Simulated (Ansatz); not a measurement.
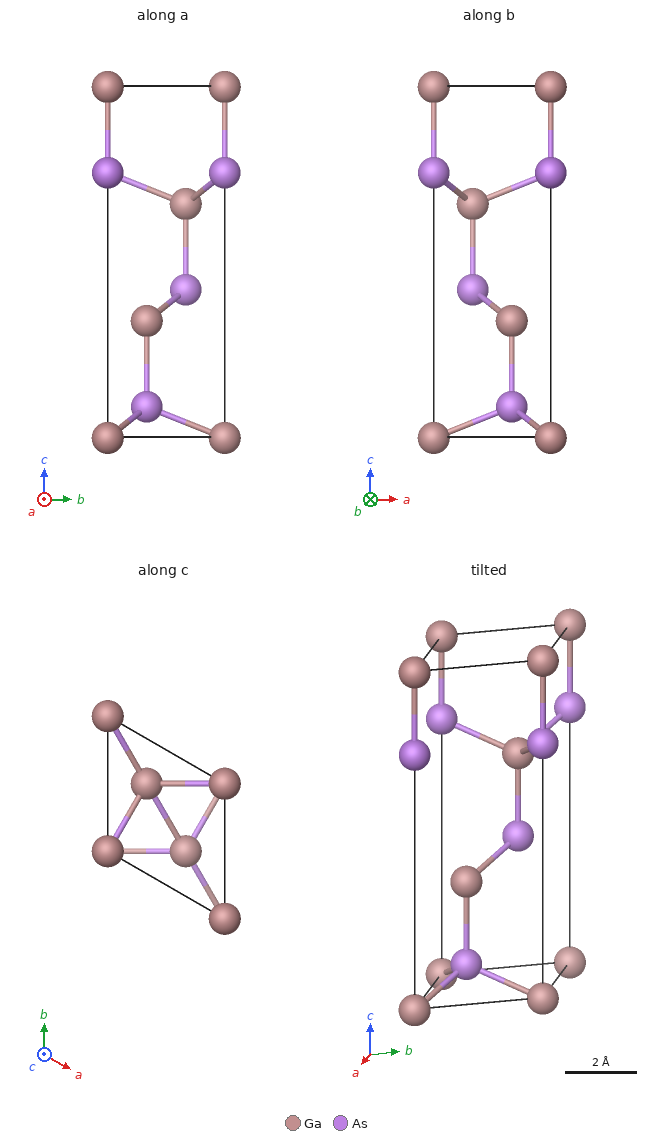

Figure: ball-and-stick view along the a axis, along the b axis, along the c axis and slightly off an axis. The frame is the conventional unit cell; atoms at its boundary are shown with their periodic copies.

Lattice parameters: a = 3.8463 Å, b = 3.8463 Å, c = 9.9936 Å, α = 90.000°, β = 90.000°, γ = 120.000°.

### Reconstruct the structure as a CIF with its space group and independent sites, with free fractional coordinates to two decimals.

```cif
data_structure
_symmetry_space_group_name_H-M 'R 3 m :H'
_symmetry_Int_Tables_number 160
_cell_length_a 3.8463
_cell_length_b 3.8463
_cell_length_c 9.9936
_cell_angle_alpha 90.000
_cell_angle_beta 90.000
_cell_angle_gamma 120.000
_cell_volume 128.04
loop_
_atom_site_label
_atom_site_type_symbol
_atom_site_symmetry_multiplicity
_atom_site_Wyckoff_symbol
_atom_site_fract_x
_atom_site_fract_y
_atom_site_fract_z
_atom_site_occupancy
Ga1 Ga 3 a 0.6667 0.3333 0.33 1
As1 As 3 a 0.6667 0.3333 0.09 1
```

The structure was taken from a structure type filled with these elements by a generator (whether the compound takes this form wasn't checked). The cell was then strained or its atoms displaced on purpose. A calculation with Ansatz used it as input.

At this level of theory the cell isn't at rest (compressed, at 5 GPa), so its distances can differ from those at equilibrium, the more so the softer the solid.
